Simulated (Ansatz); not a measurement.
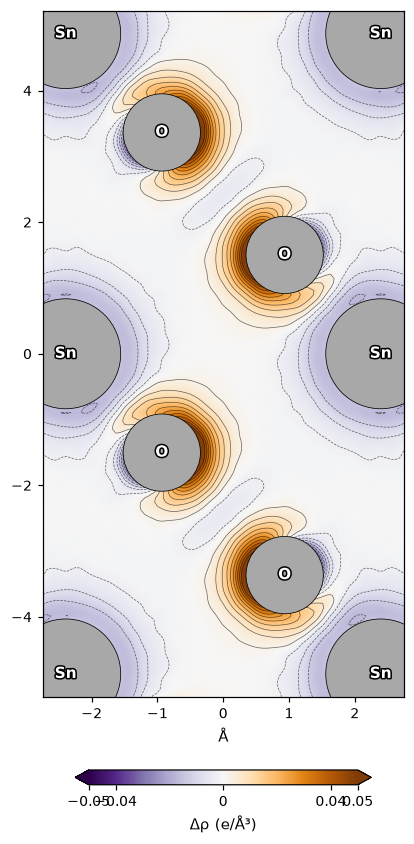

SnO₂. Difference of the valence pseudo-densities of two functionals at the same geometry, on the (001) plane of the calculation cell: one of PBE and r2SCAN less the other.

Both computed with Ansatz (plane waves, PAW), on the same k-point mesh. Grey discs cover the atomic cores.

```yaml
crystal:
  lattice:
    - [4.78800, 0.00000, 0.00000]
    - [0.00000, 4.86658, 0.00000]
    - [0.00000, 0.00000, 3.24090]
  atoms:
    - { symbol: Sn, position: [0.50000, 0.50000, 0.50000] }
    - { symbol: Sn, position: [0.00000, 0.00000, 0.00000] }
    - { symbol: O, position: [0.30499, 0.30873, 0.00000] }
    - { symbol: O, position: [0.80499, 0.19127, 0.50000] }
    - { symbol: O, position: [0.19501, 0.80873, 0.50000] }
    - { symbol: O, position: [0.69501, 0.69127, 0.00000] }
```

Question: Which was subtracted from which, and what does the map show?

Answer: It is r2SCAN less PBE. Against PBE, r2SCAN gives less density around Sn (−0.013 e/Å³ on average at 1.0 Å from the nucleus), more density around O (+0.015 e/Å³ on average at 0.7 Å from the nucleus) and a change of −0.010 e/Å³ at the midpoint of Sn–O.
